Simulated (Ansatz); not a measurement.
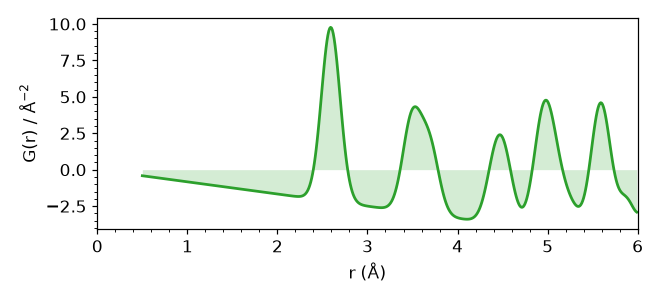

The curve is a calculated X-ray PDF: distances of the static structure, each pair weighted by the product of the atomic numbers (X-ray weights at Q = 0), broadened by Gaussians with σ = 0.10 Å. There is no Q-range truncation.

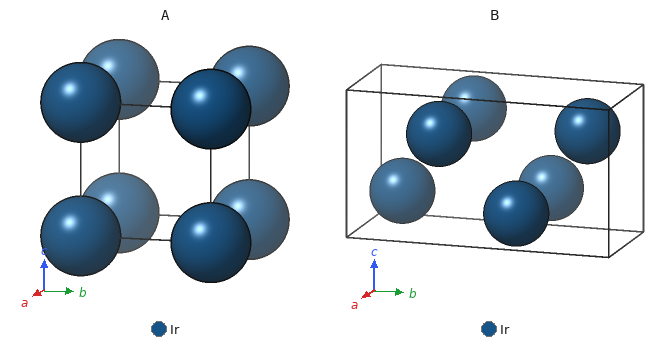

Candidate polymorphs:

A. Ir, a = 2.585 Å, b = 2.585 Å, c = 2.585 Å, α = 90.00°, β = 90.00°, γ = 90.00°, Pm-3m

B. Ir, a = 2.636 Å, b = 6.438 Å, c = 3.545 Å, α = 90.00°, β = 90.00°, γ = 90.00°, Cmcm

Origins: A, the geometry relaxed with Ansatz, DFT, RPBE, plane waves (420 eV) with PAW, scalar-relativistic; the starting structure was generated, so it need not be a known form of this composition; B, the end point of a relaxation with DFT, LDA (PW92), plane waves (420 eV) with PAW, scalar-relativistic (Ansatz 0.2.0); the starting structure was generated, so it need not be a known form of this composition.

**From which structure was the curve computed?**

Candidate B, Ir, Cmcm (first clear peaks at 2.59 Å (Ir–Ir) and 3.53 Å (Ir–Ir)). A would give first clear peaks at 2.59 Å (Ir–Ir) and 3.66 Å (Ir–Ir).
